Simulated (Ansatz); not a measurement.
Zn16HO16: geometry relaxation (part 4 of 4)

Zn16HO16 (slab, 33 atoms in the cell); DFT PBE+D3(BJ), scalar-relativistic, plane waves, PAW, spin-polarised (Ansatz 0.2.0); cutoff 420 eV, 6×6×1 k-mesh, Gaussian smearing of 0.05 eV, collinear spins. The structure derives from an entry of the Crystallography Open Database. The input holds or restrains some coordinates. Forces given for the steps count only the free coordinates.

Output, continued
```
--- Relaxed structure (6 steps of the walk, 6 accepted, 0 SCFs on fresh bases) ---
  F+E_penalty+E_count = -62203.86720703 eV   max|allowed force component| = 2.774e-2 eV/Å
  atoms:
    - { symbol: O, position: [0.33333333333333337, 0.16666666666666666, 0.3088569364] }
    - { symbol: O, position: [0.33333333333333337, 0.6666666666666666, 0.3088569364] }
    - { symbol: O, position: [0.8333333333333333, 0.16666666666666666, 0.3088569364] }
    - { symbol: O, position: [0.8333333333333333, 0.6666666666666666, 0.3088569364] }
    - { symbol: Zn, position: [0.16666666666666666, 0.3333333333333333, 0.3319900317] }
    - { symbol: Zn, position: [0.16666666666666674, 0.8333333333333335, 0.3319900317] }
    - { symbol: Zn, position: [0.6666666666666666, 0.3333333333333333, 0.3319900317] }
    - { symbol: Zn, position: [0.6666666666666665, 0.8333333333333334, 0.3319900317] }
    - { symbol: O, position: [0.16666666666666666, 0.3333333333333333, 0.4043505402] }
    - { symbol: O, position: [0.16666666666666674, 0.8333333333333335, 0.4043505402] }
    - { symbol: O, position: [0.6666666666666666, 0.3333333333333333, 0.4043505402] }
    - { symbol: O, position: [0.6666666666666665, 0.8333333333333334, 0.4043505402] }
    - { symbol: Zn, position: [0.33333333333333337, 0.16666666666666666, 0.42748363559999997] }
    - { symbol: Zn, position: [0.33333333333333337, 0.6666666666666666, 0.42748363559999997] }
    - { symbol: Zn, position: [0.8333333333333333, 0.16666666666666666, 0.42748363559999997] }
    - { symbol: Zn, position: [0.8333333333333333, 0.6666666666666666, 0.42748363559999997] }
    - { symbol: O, position: [0.3345223449796106, 0.16547765502038947, 0.5044032756438488] }
    - { symbol: O, position: [0.33452234497961064, 0.6690446899592211, 0.5044032756438488] }
    - { symbol: O, position: [0.8309553100407789, 0.16547765502038944, 0.5044032756438488] }
    - { symbol: O, position: [0.8333333333333333, 0.6666666666666666, 0.5009543717684724] }
    - { symbol: Zn, position: [0.16666666666666666, 0.3333333333333333, 0.5183934218207277] }
    - { symbol: Zn, position: [0.15891070440475957, 0.8294553522023798, 0.5219553886762709] }
    - { symbol: Zn, position: [0.6705446477976202, 0.3410892955952404, 0.5219553886762709] }
    - { symbol: Zn, position: [0.6705446477976202, 0.82945535220238, 0.5219553886762709] }
    - { symbol: O, position: [0.16666666666666666, 0.3333333333333333, 0.6001035640808541] }
    - { symbol: O, position: [0.15489669807962686, 0.8274483490398136, 0.5984398200578256] }
    - { symbol: O, position: [0.6725516509601865, 0.3451033019203733, 0.5984398200578256] }
    - { symbol: O, position: [0.6725516509601867, 0.8274483490398135, 0.5984398200578256] }
    - { symbol: Zn, position: [0.33597691537700075, 0.16402308462299928, 0.605549687655] }
    - { symbol: Zn, position: [0.3359769153770007, 0.6719538307540013, 0.605549687655] }
    - { symbol: Zn, position: [0.8280461692459987, 0.1640230846229993, 0.605549687655] }
    - { symbol: Zn, position: [0.8333333333333333, 0.6666666666666666, 0.6343668453614815] }
    - { symbol: H, position: [0.8333333333333333, 0.6666666666666666, 0.6909053010181401] }
--- Löwdin populations: 33 sites ---
  site symbol       q [e]    m [muB]
     0      O      7.0682    -0.0001
     1      O      7.0682    -0.0001
     2      O      7.0682    -0.0001
     3      O      7.0673    -0.0001
     4     Zn     10.5167    -0.0000
     5     Zn     10.5162    -0.0000
     6     Zn     10.5162    -0.0000
     7     Zn     10.5162    -0.0000
     8      O      7.2338     0.0000
     9      O      7.2378     0.0000
    10      O      7.2378     0.0000
    11      O      7.2378     0.0000
    12     Zn     10.6138     0.0000
    13     Zn     10.6138     0.0000
    14     Zn     10.6138     0.0000
    15     Zn     10.5998     0.0000
    16      O      7.2513     0.0000
    17      O      7.2513     0.0000
    18      O      7.2513     0.0000
    19      O      7.2589     0.0000
    20     Zn     10.6182     0.0000
    21     Zn     10.5982     0.0000
    22     Zn     10.5982     0.0000
    23     Zn     10.5982     0.0000
    24      O      7.2578     0.0000
    25      O      7.2448     0.0000
    26      O      7.2448     0.0000
    27      O      7.2448     0.0000
    28     Zn     10.6172     0.0000
    29     Zn     10.6172     0.0000
    30     Zn     10.6172     0.0000
    31     Zn     10.7441     0.0000
    32      H      1.4738     0.0000
  spilling = 0.009644 (of n_electrons = 289.000000)
```

Trajectory as extended XYZ (Å, eV, eV/Å), 6 frames, from step=1 to step=6
```
33
Lattice="6.5097 0.0000 0.0000 -3.2549 5.6376 0.0000 0.0000 0.0000 27.5208" Properties=species:S:1:pos:R:3:forces:R:3 step=1 energy=-62202.86622
O     1.6274    0.9396    8.5000    0.0005  -0.0003   1.3901
O     0.0000    3.7584    8.5000    0.0000   0.0006   1.3901
O     4.8823    0.9396    8.5000   -0.0005  -0.0003   1.3901
O     3.2549    3.7584    8.5000    0.0000   0.0000   1.3925
Zn    0.0000    1.8792    9.1366    0.0000   0.0000  -1.9892
Zn   -1.6274    4.6980    9.1366    0.0005   0.0003  -1.9900
Zn    3.2549    1.8792    9.1366    0.0000  -0.0005  -1.9900
Zn    1.6274    4.6980    9.1366   -0.0005   0.0003  -1.9900
O     0.0000    1.8792   11.1281    0.0000   0.0000   1.3747
O    -1.6274    4.6980   11.1281    0.0004   0.0002   1.3717
O     3.2549    1.8792   11.1281    0.0000  -0.0005   1.3717
O     1.6274    4.6980   11.1281   -0.0004   0.0002   1.3717
Zn    1.6274    0.9396   11.7647   -0.0026   0.0015  -0.7596
Zn    0.0000    3.7584   11.7647    0.0000  -0.0030  -0.7596
Zn    4.8823    0.9396   11.7647    0.0026   0.0015  -0.7596
Zn    3.2549    3.7584   11.7647    0.0000   0.0000  -0.7512
O     1.6274    0.9396   13.8581   -0.0676   0.0390  -0.0274
O     0.0000    3.7584   13.8581    0.0000  -0.0781  -0.0274
O     4.8823    0.9396   13.8581    0.0676   0.0390  -0.0274
O     3.2549    3.7584   13.8581    0.0000   0.0000   0.0002
Zn    0.0000    1.8792   14.3319    0.0000   0.0000  -0.0995
Zn   -1.6274    4.6980   14.3319    0.0311   0.0179   0.2030
Zn    3.2549    1.8792   14.3319    0.0000  -0.0359   0.2030
Zn    1.6274    4.6980   14.3319   -0.0311   0.0179   0.2030
O     0.0000    1.8792   16.5075    0.0000   0.0000   0.2539
O    -1.6274    4.6980   16.5075    0.9832   0.5676  -0.8259
O     3.2549    1.8792   16.5075    0.0000  -1.1353  -0.8259
O     1.6274    4.6980   16.5075   -0.9832   0.5676  -0.8259
Zn    1.6274    0.9396   16.8566    0.2573  -0.1486  -0.2970
Zn    0.0000    3.7584   16.8566    0.0000   0.2971  -0.2970
Zn    4.8823    0.9396   16.8566   -0.2573  -0.1486  -0.2970
Zn    3.2549    3.7584   16.8566    0.0000   0.0000   1.2619
H     3.2549    3.7584   18.3966    0.0000   0.0000   1.3623
33
Lattice="6.5097 0.0000 0.0000 -3.2549 5.6376 0.0000 0.0000 0.0000 27.5208" Properties=species:S:1:pos:R:3:forces:R:3 step=2 energy=-62203.37113
O     1.6274    0.9396    8.5000   -0.0001   0.0001   1.3830
O     0.0000    3.7584    8.5000    0.0000  -0.0001   1.3830
O     4.8823    0.9396    8.5000    0.0001   0.0001   1.3830
O     3.2549    3.7584    8.5000    0.0000   0.0000   1.3851
Zn    0.0000    1.8792    9.1366    0.0000   0.0000  -1.9783
Zn   -1.6274    4.6980    9.1366    0.0009   0.0005  -1.9767
Zn    3.2549    1.8792    9.1366    0.0000  -0.0010  -1.9767
Zn    1.6274    4.6980    9.1366   -0.0009   0.0005  -1.9767
O     0.0000    1.8792   11.1281    0.0000   0.0000   1.3592
O    -1.6274    4.6980   11.1281    0.0101   0.0058   1.3516
O     3.2549    1.8792   11.1281    0.0000  -0.0117   1.3516
O     1.6274    4.6980   11.1281   -0.0101   0.0058   1.3516
Zn    1.6274    0.9396   11.7647   -0.0029   0.0017  -0.7765
Zn    0.0000    3.7584   11.7647    0.0000  -0.0034  -0.7765
Zn    4.8823    0.9396   11.7647    0.0029   0.0017  -0.7765
Zn    3.2549    3.7584   11.7647    0.0000   0.0000  -0.7000
O     1.6253    0.9408   13.8539   -0.0508   0.0293  -0.0234
O     0.0000    3.7559   13.8539    0.0000  -0.0586  -0.0234
O     4.8844    0.9408   13.8539    0.0508   0.0293  -0.0234
O     3.2549    3.7584   13.8559    0.0000   0.0000  -0.1340
Zn    0.0000    1.8792   14.3283    0.0000   0.0000  -0.1009
Zn   -1.6269    4.6983   14.3231   -0.0991  -0.0572   0.1781
Zn    3.2549    1.8786   14.3231    0.0000   0.1144   0.1781
Zn    1.6269    4.6983   14.3231    0.0991  -0.0572   0.1781
O     0.0000    1.8792   16.5098    0.0000   0.0000   0.2192
O    -1.6265    4.6985   16.4703    0.4319   0.2494  -0.5484
O     3.2549    1.8781   16.4703    0.0000  -0.4988  -0.5484
O     1.6265    4.6985   16.4703   -0.4319   0.2494  -0.5484
Zn    1.6366    0.9343   16.8102    0.1236  -0.0713  -0.2283
Zn    0.0000    3.7690   16.8102    0.0000   0.1427  -0.2283
Zn    4.8731    0.9343   16.8102   -0.1236  -0.0713  -0.2283
Zn    3.2549    3.7584   17.0086    0.0000   0.0000   1.4400
H     3.2549    3.7584   18.5914    0.0000   0.0000   0.4308
33
Lattice="6.5097 0.0000 0.0000 -3.2549 5.6376 0.0000 0.0000 0.0000 27.5208" Properties=species:S:1:pos:R:3:forces:R:3 step=3 energy=-62203.72311
O     1.6274    0.9396    8.5000   -0.0021   0.0012   1.3711
O     0.0000    3.7584    8.5000    0.0000  -0.0024   1.3711
O     4.8823    0.9396    8.5000    0.0021   0.0012   1.3711
O     3.2549    3.7584    8.5000    0.0000   0.0000   1.3731
Zn    0.0000    1.8792    9.1366    0.0000   0.0000  -1.9641
Zn   -1.6274    4.6980    9.1366    0.0013   0.0008  -1.9522
Zn    3.2549    1.8792    9.1366    0.0000  -0.0015  -1.9522
Zn    1.6274    4.6980    9.1366   -0.0013   0.0008  -1.9522
O     0.0000    1.8792   11.1281    0.0000   0.0000   1.3448
O    -1.6274    4.6980   11.1281    0.0287   0.0166   1.3161
O     3.2549    1.8792   11.1281    0.0000  -0.0332   1.3161
O     1.6274    4.6980   11.1281   -0.0287   0.0166   1.3161
Zn    1.6274    0.9396   11.7647    0.0101  -0.0058  -0.7655
Zn    0.0000    3.7584   11.7647    0.0000   0.0117  -0.7655
Zn    4.8823    0.9396   11.7647   -0.0101  -0.0058  -0.7655
Zn    3.2549    3.7584   11.7647    0.0000   0.0000  -0.7534
O     1.6248    0.9411   13.8539   -0.0097   0.0056  -0.0027
O     0.0000    3.7553   13.8539    0.0000  -0.0112  -0.0027
O     4.8849    0.9411   13.8539    0.0097   0.0056  -0.0027
O     3.2549    3.7584   13.8277    0.0000   0.0000  -0.1901
Zn    0.0000    1.8792   14.3216    0.0000   0.0000  -0.1073
Zn   -1.6399    4.6908   14.3224   -0.0656  -0.0379   0.0669
Zn    3.2549    1.8936   14.3224    0.0000   0.0757   0.0669
Zn    1.6399    4.6908   14.3224    0.0656  -0.0379   0.0669
O     0.0000    1.8792   16.5290    0.0000   0.0000   0.1390
O    -1.6373    4.6923   16.4246   -0.0579  -0.0334  -0.0711
O     3.2549    1.8906   16.4246    0.0000   0.0669  -0.0711
O     1.6373    4.6923   16.4246    0.0579  -0.0334  -0.0711
Zn    1.6478    0.9278   16.7506    0.0016  -0.0009  -0.1759
Zn    0.0000    3.7819   16.7506    0.0000   0.0018  -0.1759
Zn    4.8619    0.9278   16.7506   -0.0016  -0.0009  -0.1759
Zn    3.2549    3.7584   17.2034    0.0000   0.0000   0.6986
H     3.2549    3.7584   18.7762    0.0000   0.0000   0.0971
33
Lattice="6.5097 0.0000 0.0000 -3.2549 5.6376 0.0000 0.0000 0.0000 27.5208" Properties=species:S:1:pos:R:3:forces:R:3 step=4 energy=-62203.85091
O     1.6274    0.9396    8.5000   -0.0061   0.0035   1.3732
O     0.0000    3.7584    8.5000    0.0000  -0.0071   1.3732
O     4.8823    0.9396    8.5000    0.0061   0.0035   1.3732
O     3.2549    3.7584    8.5000    0.0000   0.0000   1.3707
Zn    0.0000    1.8792    9.1366    0.0000   0.0000  -1.9822
Zn   -1.6274    4.6980    9.1366    0.0012   0.0007  -1.9454
Zn    3.2549    1.8792    9.1366    0.0000  -0.0014  -1.9454
Zn    1.6274    4.6980    9.1366   -0.0012   0.0007  -1.9454
O     0.0000    1.8792   11.1281    0.0000   0.0000   1.3790
O    -1.6274    4.6980   11.1281    0.0498   0.0288   1.3002
O     3.2549    1.8792   11.1281    0.0000  -0.0575   1.3002
O     1.6274    4.6980   11.1281   -0.0498   0.0288   1.3002
Zn    1.6274    0.9396   11.7647    0.0497  -0.0287  -0.7700
Zn    0.0000    3.7584   11.7647    0.0000   0.0574  -0.7700
Zn    4.8823    0.9396   11.7647   -0.0497  -0.0287  -0.7700
Zn    3.2549    3.7584   11.7647    0.0000   0.0000  -0.8652
O     1.6301    0.9380   13.8586    0.0159  -0.0092   0.0582
O     0.0000    3.7615   13.8586    0.0000   0.0184   0.0582
O     4.8796    0.9380   13.8586   -0.0159  -0.0092   0.0582
O     3.2549    3.7584   13.7955    0.0000   0.0000  -0.0860
Zn    0.0000    1.8792   14.2971    0.0000   0.0000  -0.0835
Zn   -1.6544    4.6824   14.3388   -0.0495  -0.0286   0.0192
Zn    3.2549    1.9103   14.3388    0.0000   0.0571   0.0192
Zn    1.6544    4.6824   14.3388    0.0495  -0.0286   0.0192
O     0.0000    1.8792   16.5329    0.0000   0.0000   0.0107
O    -1.6714    4.6726   16.4333   -0.0624  -0.0360   0.1139
O     3.2549    1.9300   16.4333    0.0000   0.0721   0.1139
O     1.6714    4.6726   16.4333    0.0624  -0.0360   0.1139
Zn    1.6505    0.9263   16.6854    0.0614  -0.0354  -0.0688
Zn    0.0000    3.7850   16.6854    0.0000   0.0708  -0.0688
Zn    4.8592    0.9263   16.6854   -0.0614  -0.0354  -0.0688
Zn    3.2549    3.7584   17.3983    0.0000   0.0000   0.0224
H     3.2549    3.7584   18.9563    0.0000   0.0000  -0.0086
33
Lattice="6.5097 0.0000 0.0000 -3.2549 5.6376 0.0000 0.0000 0.0000 27.5208" Properties=species:S:1:pos:R:3:forces:R:3 step=5 energy=-62203.86603
O     1.6274    0.9396    8.5000   -0.0092   0.0053   1.3815
O     0.0000    3.7584    8.5000    0.0000  -0.0106   1.3815
O     4.8823    0.9396    8.5000    0.0092   0.0053   1.3815
O     3.2549    3.7584    8.5000    0.0000   0.0000   1.3750
Zn    0.0000    1.8792    9.1366    0.0000   0.0000  -2.0091
Zn   -1.6274    4.6980    9.1366    0.0004   0.0002  -1.9529
Zn    3.2549    1.8792    9.1366    0.0000  -0.0005  -1.9529
Zn    1.6274    4.6980    9.1366   -0.0004   0.0002  -1.9529
O     0.0000    1.8792   11.1281    0.0000   0.0000   1.4256
O    -1.6274    4.6980   11.1281    0.0561   0.0324   1.3106
O     3.2549    1.8792   11.1281    0.0000  -0.0648   1.3106
O     1.6274    4.6980   11.1281   -0.0561   0.0324   1.3106
Zn    1.6274    0.9396   11.7647    0.0851  -0.0491  -0.7317
Zn    0.0000    3.7584   11.7647    0.0000   0.0983  -0.7317
Zn    4.8823    0.9396   11.7647   -0.0851  -0.0491  -0.7317
Zn    3.2549    3.7584   11.7647    0.0000   0.0000  -0.8864
O     1.6372    0.9340   13.8722    0.0079  -0.0045   0.0438
O     0.0000    3.7696   13.8722    0.0000   0.0091   0.0438
O     4.8725    0.9340   13.8722   -0.0079  -0.0045   0.0438
O     3.2549    3.7584   13.7893    0.0000   0.0000  -0.0127
Zn    0.0000    1.8792   14.2766    0.0000   0.0000  -0.0313
Zn   -1.6629    4.6775   14.3636   -0.0157  -0.0091  -0.0064
Zn    3.2549    1.9202   14.3636    0.0000   0.0181  -0.0064
Zn    1.6629    4.6775   14.3636    0.0157  -0.0091  -0.0064
O     0.0000    1.8792   16.5212    0.0000   0.0000  -0.0143
O    -1.6831    4.6658   16.4659   -0.0272  -0.0157   0.0316
O     3.2549    1.9435   16.4659    0.0000   0.0314   0.0316
O     1.6831    4.6658   16.4659    0.0272  -0.0157   0.0316
Zn    1.6528    0.9250   16.6691    0.0114  -0.0066  -0.0022
Zn    0.0000    3.7876   16.6691    0.0000   0.0131  -0.0022
Zn    4.8569    0.9250   16.6691   -0.0114  -0.0066  -0.0022
Zn    3.2549    3.7584   17.4628    0.0000   0.0000  -0.0341
H     3.2549    3.7584   19.0188    0.0000   0.0000  -0.0352
33
Lattice="6.5097 0.0000 0.0000 -3.2549 5.6376 0.0000 0.0000 0.0000 27.5208" Properties=species:S:1:pos:R:3:forces:R:3 step=6 energy=-62203.86721
O     1.6274    0.9396    8.5000   -0.0103   0.0059   1.3891
O     0.0000    3.7584    8.5000    0.0000  -0.0119   1.3891
O     4.8823    0.9396    8.5000    0.0103   0.0059   1.3891
O     3.2549    3.7584    8.5000    0.0000   0.0000   1.3815
Zn    0.0000    1.8792    9.1366    0.0000   0.0000  -2.0276
Zn   -1.6274    4.6980    9.1366    0.0003   0.0002  -1.9651
Zn    3.2549    1.8792    9.1366    0.0000  -0.0003  -1.9651
Zn    1.6274    4.6980    9.1366   -0.0003   0.0002  -1.9651
O     0.0000    1.8792   11.1281    0.0000   0.0000   1.4530
O    -1.6274    4.6980   11.1281    0.0608   0.0351   1.3262
O     3.2549    1.8792   11.1281    0.0000  -0.0702   1.3262
O     1.6274    4.6980   11.1281   -0.0608   0.0351   1.3262
Zn    1.6274    0.9396   11.7647    0.0952  -0.0549  -0.7180
Zn    0.0000    3.7584   11.7647    0.0000   0.1099  -0.7180
Zn    4.8823    0.9396   11.7647   -0.0952  -0.0549  -0.7180
Zn    3.2549    3.7584   11.7647    0.0000   0.0000  -0.9052
O     1.6390    0.9329   13.8816    0.0010  -0.0006  -0.0114
O     0.0000    3.7718   13.8816    0.0000   0.0011  -0.0114
O     4.8707    0.9329   13.8816   -0.0010  -0.0006  -0.0114
O     3.2549    3.7584   13.7867    0.0000   0.0000  -0.0037
Zn    0.0000    1.8792   14.2666    0.0000   0.0000   0.0093
Zn   -1.6653    4.6761   14.3646   -0.0026  -0.0015   0.0159
Zn    3.2549    1.9229   14.3646    0.0000   0.0031   0.0159
Zn    1.6653    4.6761   14.3646    0.0026  -0.0015   0.0159
O     0.0000    1.8792   16.5154    0.0000   0.0000  -0.0069
O    -1.6849    4.6648   16.4696    0.0003   0.0002  -0.0057
O     3.2549    1.9455   16.4696    0.0000  -0.0003  -0.0057
O     1.6849    4.6648   16.4696   -0.0003   0.0002  -0.0057
Zn    1.6532    0.9247   16.6652   -0.0064   0.0037   0.0018
Zn    0.0000    3.7882   16.6652    0.0000  -0.0074   0.0018
Zn    4.8565    0.9247   16.6652    0.0064   0.0037   0.0018
Zn    3.2549    3.7584   17.4583    0.0000   0.0000   0.0277
H     3.2549    3.7584   19.0143    0.0000   0.0000  -0.0266
```

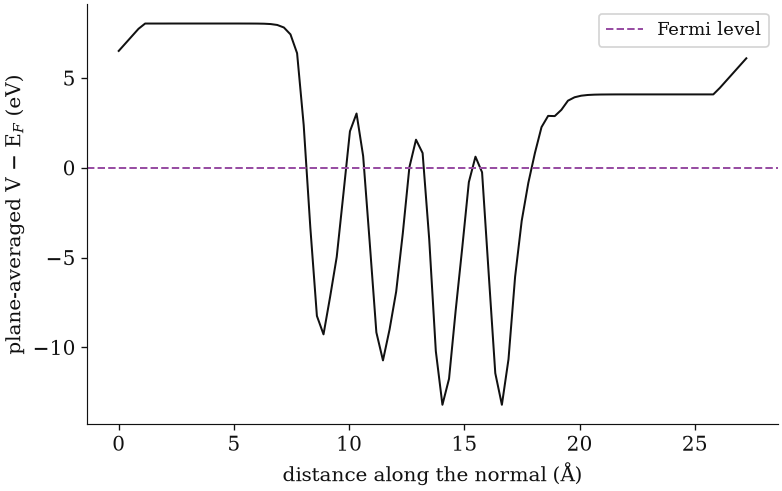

**Figure 1.** Plane average of the electrostatic potential energy of an electron across the cell, from the Fermi level. The vacuum level lies 4.09 eV above the Fermi level on the upper side and 8.04 eV on the lower.

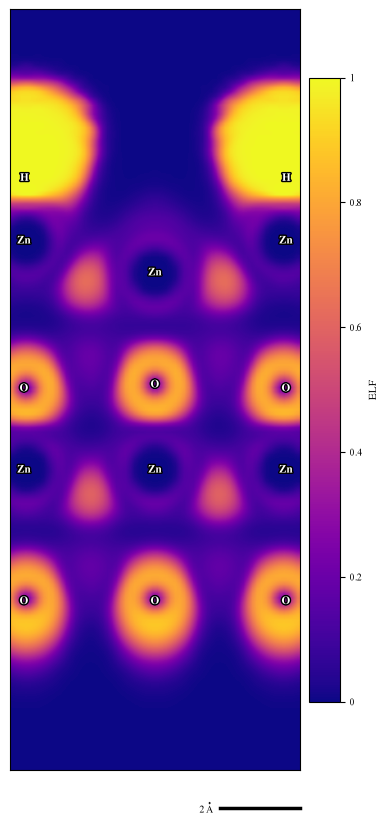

**Figure 2.** ELF on the (010) plane of the calculation cell, a cut from vacuum to vacuum. The section cuts through O, Zn and H sites. Zn–H (1.56 Å): the ELF climbs to about 1 towards the hydrogen, as it does in any bond to H. Zn–O (2.02 Å): the ELF is about 0.20 at the midpoint; a polar contact without a shared pair, in a metal. Zn–O (2.12 Å): the ELF is about 0.20 at the midpoint (no shared pair; the contact is polar). Core electrons are frozen (PAW), so the fields are smoothed inside the atomic spheres.

Key numbers

```csv
quantity,value
outcome,converged under the restraints of the input
electrons treated,289
free energy,−62203.8672 eV
"work function, top face",4.09 eV
"work function, bottom face",8.04 eV
Fermi energy,−0.455 eV
gap on the k-point mesh,none (metallic)
net moment of the cell,0.00 μB
integrated absolute moment,0.00 μB
final volume,1009.98 Å³
work function (upper face),4.09 eV
"largest force (length of the vector) at the end, held atoms and coordinates included",2.028 eV/Å
wall time,7 min (CPU time 54 min)
peak memory,6.7 GiB
```

Warnings of the run: some starting moments were not kept; the exchange-correlation potential is rough where the density is thin.
